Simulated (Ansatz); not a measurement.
# Band-structure calculation of Pt

The run: band-structure calculation of Pt (1 atom in the cell). Method and program: DFT, PBEsol, PAW with Ansatz's default frozen-core files, scalar-relativistic, no spin polarisation (Ansatz 0.2.0).

The structure derives from an entry of the Crystallography Open Database. It belongs to a series of runs on one base structure; here: functional pbesol, PAW files. Figures and captions count atoms from 1; the log counts them from 0 in places.

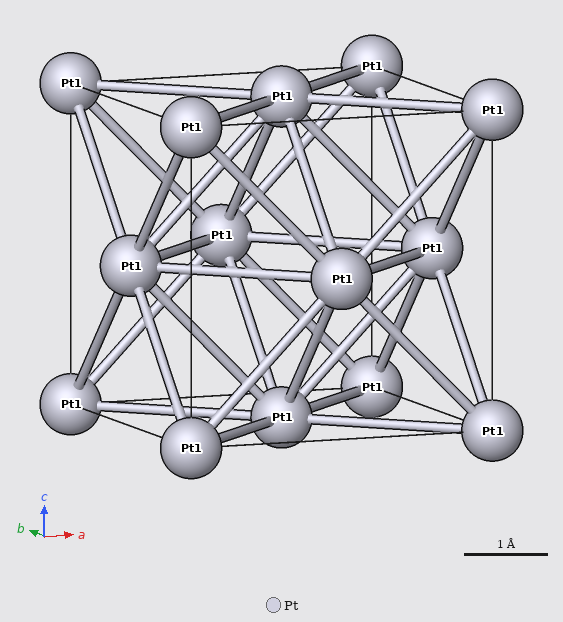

*The structure as given in the input (ball-and-stick view of the cell 4 times as large as that of the calculation, set on its symmetry axes, seen slightly off an axis; atoms are numbered from 1 in the order of the input). An atom can appear more than once, as a periodic image.*

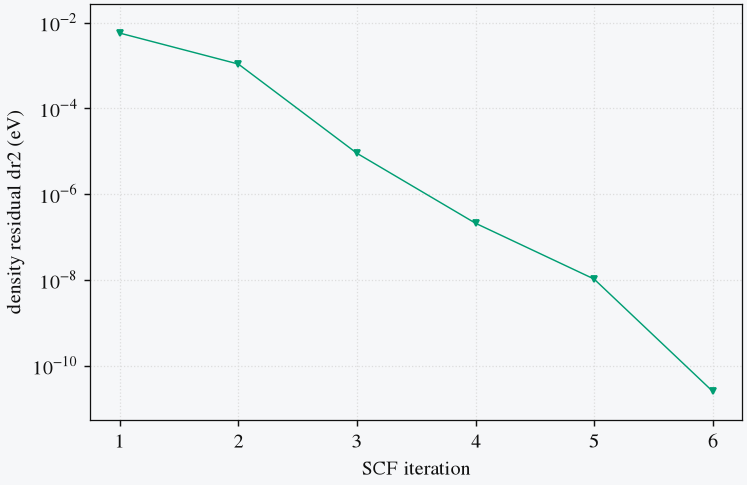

*Convergence of the self-consistent field: density residual dr2 against the SCF iteration.*

The residual falls at every step.

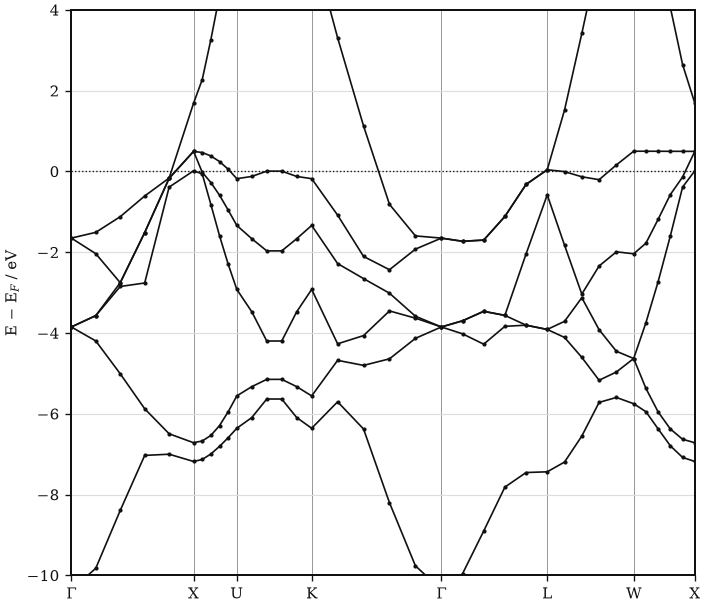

*Band structure along Γ–X–U–K–Γ–L–W–X, with energies from the Fermi level.*

Bands cross the Fermi level: a metal at this level of theory.

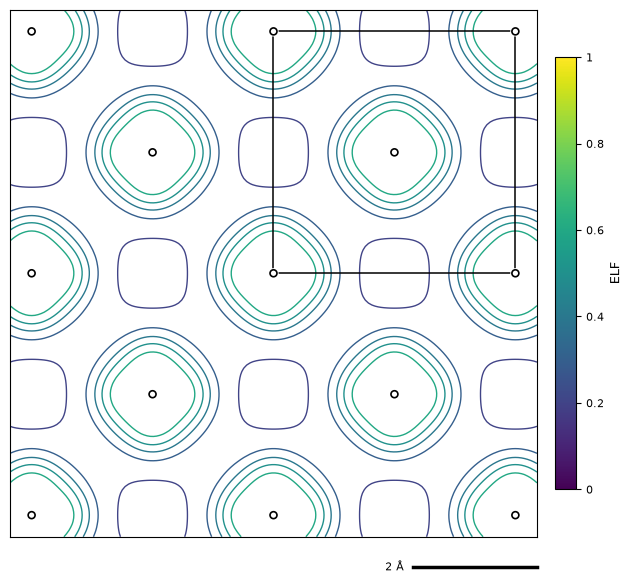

*ELF on the (100) plane of the conventional cell. Circles mark the nuclei in the plane (Pt).*

Pt–Pt (2.77 Å): the ELF is about 0.30 at the midpoint (no shared electron pair). The strong features right at Pt lie inside the PAW spheres (semicore, d or f shells) and say nothing about bonding. The fields are those of the smooth PAW valence density.

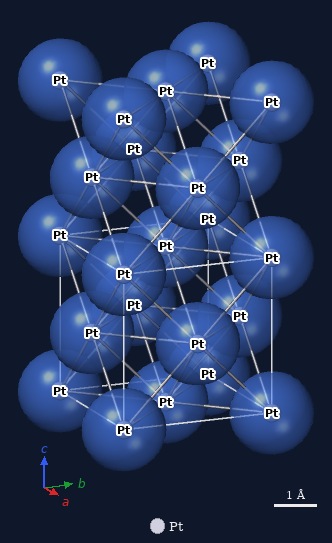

*Isosurface of the valence charge density (pseudo) at 0.8 e/Å³ (blue), seen slightly off an axis. Sticks mark near contacts. The outline is the cell set on symmetry axes.*

At this value the density breaks into separate islands; it holds about 75 % of the electrons treated as valence (semicore included). It is pinched off along the Pt–Pt (2.77 Å) contacts. On the grid the lowest density along these lines, outside the cores, is 0.38 e/Å³ (Pt–Pt, 2.77 Å).

The input and output of the run follow.

The input
```yaml
crystal:
  lattice:
    - [0.0, 1.9579, 1.9579]
    - [1.9579, 0.0, 1.9579]
    - [1.9579, 1.9579, 0.0]
  atoms:
    - { symbol: Pt, position: [0.0, 0.0, 0.0] }
kpoints:
  mp_grid: { grid: [18, 18, 18] }
  band_path:
    path:
      - [0.0, 0.0, 0.0]
      - [0.5, 0.0, 0.5]
      - [0.625, 0.25, 0.625]
      - [0.375, 0.375, 0.75]
      - [0.0, 0.0, 0.0]
      - [0.5, 0.5, 0.5]
      - [0.5, 0.25, 0.75]
      - [0.5, 0.0, 0.5]
    npoints: 5
scf:
  occupations: { method: fermi_dirac, width: 0.03 }
hamiltonian:
  xc: pbesol
  pseudopotentials: { kind: paw }
output:
  forces: true
  stress: true
  eigenvalues: true
  efg: { contact_densities: true }
  write_density: true
  write_potential: true
  elf: true
  volumetric_format: npy
```

Launch command:
```bash
ansatz run input.yaml --threads 1 --pin off --max-ram 2048MiB --backend cpu --events-out ev --progress --plain --runs-dir out
```

Log
```
Pt: output.efg is read without spin–orbit coupling, which moves field gradients at and beside such atoms by some per cent and up to a factor of two; PAW files take it under magnetization.noncollinear and magnetization.spin_orbit
Engine: ansatz 0.2.0, aarch64-unknown-linux-gnu
Pseudopotentials: kind: paw
Pseudopotential: Pt, paw, valence charge 18, recommended cutoff 420 eV (normal), Pt.paw.azcp
Functional definition: PBEsol
  exchange = pbesol_x
  correlation = pbesol_c
Crystal: 1 atoms, lattice volume = 15.011 Å³
Basis set: ecut = 420 eV, 283 PW (Γ), exchange–correlation on 40×40×40 points (8 copies of the dense FFT grid, shifted against one another)
Bands: 13, of which v1, the nominal top of the filled ones, is band 9 counted from 1 (8 counted from 0)
Symmetry: 48 space group operations
Space group: Fm-3m (ITA 225), of the structure as read, at distance tolerance 2.5e-5 Å
k-points: 195 of 5832
Non-local potential: Pt, projectors of the file, l = 0: 3, l = 1: 2, l = 2: 2, l = 3: 1
PAW form: soft (Blöchl's): semilocal exchange-correlation on the pseudo side does not see the compensation charge
PAW frozen core: Pt, regenerated for the run's functional, and the local potential with it (the file was generated under x = pbe(κ = 0.804, μ = 0.2195149727645171), c = pbe(β = 0.06672455060314922))
PAW one-centre angular grid: Pt, 590 points (default); XC on 64 Gauss nodes
Initial density: superposition of atomic densities (neutral atoms: chi_scale 0, normalization atom), corrected by the library's trained network
Initial wavefunctions: pseudopotential atomic-orbital guess
Functional: x = pbesol(κ = 0.804, μ = 0.12345679012345678), c = pbesol(β = 0.046)
SCF iter   1: F=—  HF=-12383.821018 eV  |F-HF|=—  |Δ(HF+E_count)|=         —  Δρ=6.91e-3  dr2=5.69e-3  ethr=1.77e-3  ⟨swp⟩=5.6  Hψ=14094  notcnv=0
preconditioner: auto → none  [metal: Δε(μ)=0.005 eV  Ē_g=14.228 eV  σ=0.030 eV  W_gap=0.04  n_scr=8 (ndim 8)  ℏωp=30.3 eV  f_vac=0.000  D(μ)=2.18/eV (n_scr^D=26)  sad-step TF]
SCF iter   2: F=—  HF=-12383.819507 eV  |F-HF|=—  |Δ(HF+E_count)|=   1.51e-3  Δρ=3.15e-3  dr2=1.08e-3  ethr=3.16e-5  ⟨swp⟩=2.0  Hψ=4874  notcnv=0
SCF iter   3: F=—  HF=-12383.819264 eV  |F-HF|=—  |Δ(HF+E_count)|=   2.43e-4  Δρ=3.92e-4  dr2=8.98e-6  ethr=6.01e-6  ⟨swp⟩=2.0  Hψ=3445  notcnv=0
SCF iter   4: F=—  HF=-12383.819272 eV  |F-HF|=—  |Δ(HF+E_count)|=   7.72e-6  Δρ=7.42e-5  dr2=2.10e-7  ethr=4.99e-8  ⟨swp⟩=2.6  Hψ=4181  notcnv=0
iter 5 did not close the SCF: its close was put off for the readings that it lacked (scf_convergence_deferred on its scf_iter line)
SCF iter   5: F=-12383.819272 eV  HF=-12383.819272 eV  |F-HF|=6.44e-9  |Δ(HF+E_count)|=   1.16e-7  Δρ=9.23e-6  dr2=1.05e-8  ethr=1.17e-9  ⟨swp⟩=2.6  Hψ=4297  notcnv=0
SCF iter   6: F=-12383.819272 eV  HF=-12383.819272 eV  |F-HF|=3.64e-12  |Δ(HF+E_count)|=   2.08e-9  Δρ=7.23e-7  dr2=2.53e-11  ethr=5.84e-11  ⟨swp⟩=4.6  Hψ=12194  notcnv=0
SCF 1 converged in 6 iterations: F = -12383.819272 eV  dr2 = 2.53e-11
  greatest PAW one-centre occupation: 1.000 electrons in one spin orbital (limit 2), on the Pt atom at site 0 (counted from 0), in its partial waves of l = 0
NSCF: frozen V_eff on 36 k-points
SCF converged after 6 iterations
Free energy (F): -12383.819272 eV
Harris-Foulkes:  -12383.819272 eV  (|F-HF|=3.64e-12)
Internal energy: -12383.812895 eV  (E = F + TS)
E sigma→0 (E₀):  -12383.816084 eV
Entropy (-TS):   -0.006376 eV (-6.376 meV/atom)
Fermi energy:    23.376598 eV
--- Per-component energies (eV) ---
  E_band       = -129.664553
  E_kinetic    = 638.118046
  E_local      = -1456.873119  (includes V_loc(G=0)·N_el)
  E_nonlocal   = 202.908844
  E_hartree    = 539.887871
  E_xc         = -260.515270
  E_vxc        = -302.644203  (∫ρ·V_xc dr)
  E_paw        = -9316.306429  (= ΣΔE_a)
  E_vpaw       = -290.950239  (= ΣTr[D̂ρ^β])
  E_aug_tail   = 0.000199  (compensation charges beyond the density's cutoff)
  E_ewald      = -2731.320018
  E_core_change = 0.286981  (= ΣΔE_core)
  E_smearing   = -0.006376  (= −TS)
  E_closure    = 0.000000  (closes the sum)
  Σ components = -12383.819272   (vs F -12383.819272, Δ=0.00e0)
--- Forces (eV/Å), atoms counted from 1 ---
  atom   1  Pt    -0.00000000    -0.00000000     0.00000000
  max |Σ_I F_I| component: 4.72e-32 eV/Å
--- Stress (GPa, compression-positive) ---
        0.454911       0.000000      -0.000000
       -0.000000       0.454911       0.000000
        0.000000      -0.000000       0.454911
  P = ⅓ Tr σ = 0.4549 GPa (4.549 kbar)
--- PAW observables at the nuclei: V_zz in 10²¹ V/m², potentials from the cell's mean, atoms counted from 1 ---
  atom   1  Pt V_zz =    +0.000000   η = 0.0000   by run symmetry: forbidden
            electrostatic potential = -16129.281270 V   contact ρ = 12069307.280793 e/Å³
--- Band table (eV; the first three rows and the last of 195) ---
  k-point 0: bands = ["-75.2062", "-29.1515", "-29.1515", "-29.1515", "13.0161", "19.5256", "19.5256", "19.5256", "21.7253", "21.7253", "37.9233", "42.8821", "42.8821"]
  k-point 1: bands = ["-75.2051", "-29.1665", "-29.1536", "-29.1536", "13.1418", "19.4686", "19.5761", "19.5761", "21.6964", "21.6964", "38.1185", "42.2140", "43.0731"]
  k-point 2: bands = ["-75.2022", "-29.2094", "-29.1598", "-29.1598", "13.5073", "19.3221", "19.7085", "19.7085", "21.6347", "21.6347", "38.6511", "40.8186", "43.6287"]
  k-point 194: bands = ["-75.1608", "-29.4967", "-29.4488", "-29.3373", "17.5603", "18.3157", "19.2187", "21.4227", "23.8764", "30.5066", "30.9159", "32.2875", "35.4171"]
```

File rho_z.tsv
```
# z_ang	rho[e/angstrom^3]
# format = ansatz-planar-average/11
# lattice	0.000000000	1.957900000	1.957900000
# lattice	1.957900000	0.000000000	1.957900000
# lattice	1.957900000	1.957900000	0.000000000
# sites	1
# site	78	0.000000000	0.000000000	0.000000000
0.000000	2.348156e0
0.138444	2.280845e0
0.276889	2.084331e0
0.415333	1.780451e0
0.553778	1.415845e0
0.692222	1.053732e0
0.830667	7.499211e-1
0.969111	5.349054e-1
1.107555	4.078259e-1
1.246000	3.457820e-1
1.384444	3.274277e-1
1.522889	3.457820e-1
1.661333	4.078259e-1
1.799778	5.349054e-1
1.938222	7.499211e-1
2.076667	1.053732e0
2.215111	1.415845e0
2.353555	1.780451e0
2.492000	2.084331e0
2.630444	2.280845e0
```

File v_z.tsv
```
# z_ang	v_es[eV]	v_tot[eV]
# format = ansatz-planar-average/11
# xc	pbesol
# density_cutoff_ev	1680
# datasets	Pt=:simpson_from_first_knot:soft:shift=-937721
# lattice	0.000000000	1.957900000	1.957900000
# lattice	1.957900000	0.000000000	1.957900000
# lattice	1.957900000	1.957900000	0.000000000
# sites	1
# site	78	0.000000000	0.000000000	0.000000000
0.000000	-1.072911e0	-1.824052e1
0.138444	-4.899832e-1	-1.752378e1
0.276889	1.204168e0	-1.542753e1
0.415333	3.861424e0	-1.211276e1
0.553778	7.267962e0	-7.841253e0
0.692222	1.113883e1	-2.987457e0
0.830667	1.508025e1	1.935688e0
0.969111	1.858454e1	6.304286e0
1.107555	2.115776e1	9.539236e0
1.246000	2.257323e1	1.136430e1
1.384444	2.298714e1	1.191585e1
1.522889	2.257323e1	1.136430e1
1.661333	2.115776e1	9.539236e0
1.799778	1.858454e1	6.304286e0
1.938222	1.508025e1	1.935688e0
2.076667	1.113883e1	-2.987457e0
2.215111	7.267962e0	-7.841253e0
2.353555	3.861424e0	-1.211276e1
2.492000	1.204168e0	-1.542753e1
2.630444	-4.899832e-1	-1.752378e1
```

Summary

| quantity | value |
| --- | --- |
| outcome | converged |
| space group (tolerance 0.01 Å) | Fm-3m (225) |
| electrons treated | 18 |
| free energy | −12383.8193 eV |
| Fermi energy | 23.377 eV |
| pressure | 0.45 GPa |
| field gradient V_zz (10²¹ V/m²) | zero at all sites |
| electronic character | metal |
| largest force (length of the vector) | under 0.001 eV/Å |
| hardware | 1 thread of Arm Neoverse V1, 24 GiB of memory available, shared host |
| wall time | 4.4 s |
| peak memory | 0.36 GiB |

Notes

The program warns: the field gradients leave out spin–orbit coupling. Spin–orbit coupling is left out, which matters for Pt.
